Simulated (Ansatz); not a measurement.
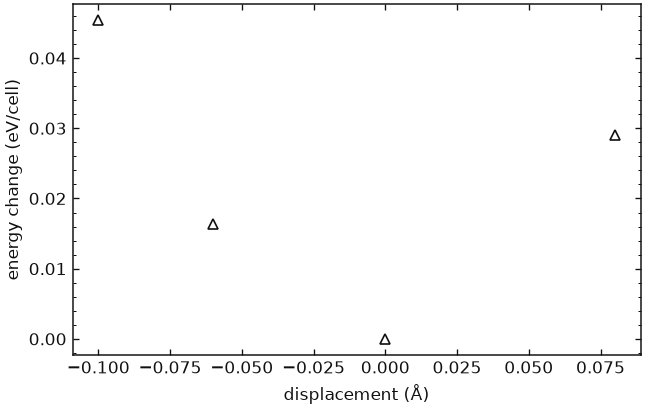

The plot gives the computed energy change against displacement for Ta, space group Fm-3m (No. 225).

Structure:
```yaml
crystal:
  lattice:
    - [-4.20786, 4.20786, 0.00000]
    - [-4.20786, 0.00000, 4.20786]
    - [0.00000, 4.20786, 4.20786]
  atoms:
    - { symbol: Ta, position: [0.00000, 0.00000, 0.00000] }
    - { symbol: Ta, position: [0.50000, 0.00000, 0.00000] }
    - { symbol: Ta, position: [0.00000, 0.50000, 0.00000] }
    - { symbol: Ta, position: [0.00000, 0.00000, 0.50000] }
    - { symbol: Ta, position: [0.50000, 0.50000, 0.00000] }
    - { symbol: Ta, position: [0.50000, 0.00000, 0.50000] }
    - { symbol: Ta, position: [0.00000, 0.50000, 0.50000] }
    - { symbol: Ta, position: [0.50000, 0.50000, 0.50000] }
```

Method: one atom of a crystal moved along a line, all else fixed, by plane-wave density functional theory with PAW datasets, free energies less that of the undisturbed cell, pressure positive in compression; scalar-relativistic (Ansatz 0.2.0). Level: r2SCAN, no spin polarisation.

| setting | value |
| --- | --- |
| wave cutoff | 500 eV |
| k mesh | 12×12×12 |
| occupations | Gaussian |
| smearing width | 0.15 eV |
| k shift | (0, 0, 0) (mesh steps) |
| start | relaxed |
| moved atom | 1 |
| direction | (0.7071, −0.7071, 0) (Cartesian unit vector) |

From this curve and the settings, what does the calculation give for the force along the direction (sum over moved atoms) and pressure at the same points?

The force along the direction (sum over moved atoms) falls from 0.91 eV/Å at displacement −0.10 Å to −0.73 eV/Å at 0.08 Å, and changes sign near 0.00 Å. The pressure goes from 0.153 GPa at displacement −0.10 Å to 0.104 GPa at 0.08 Å, not monotonically, with a low of 0.016 GPa at 0.00 Å.

```
displacement (Å)  force along the direction (sum over moved atoms) (eV/Å)  pressure (GPa)
           -0.10                                                     0.91           0.153
           -0.06                                                     0.54           0.065
            0.00                                                     0.00           0.016
            0.08                                                    -0.73           0.104
```
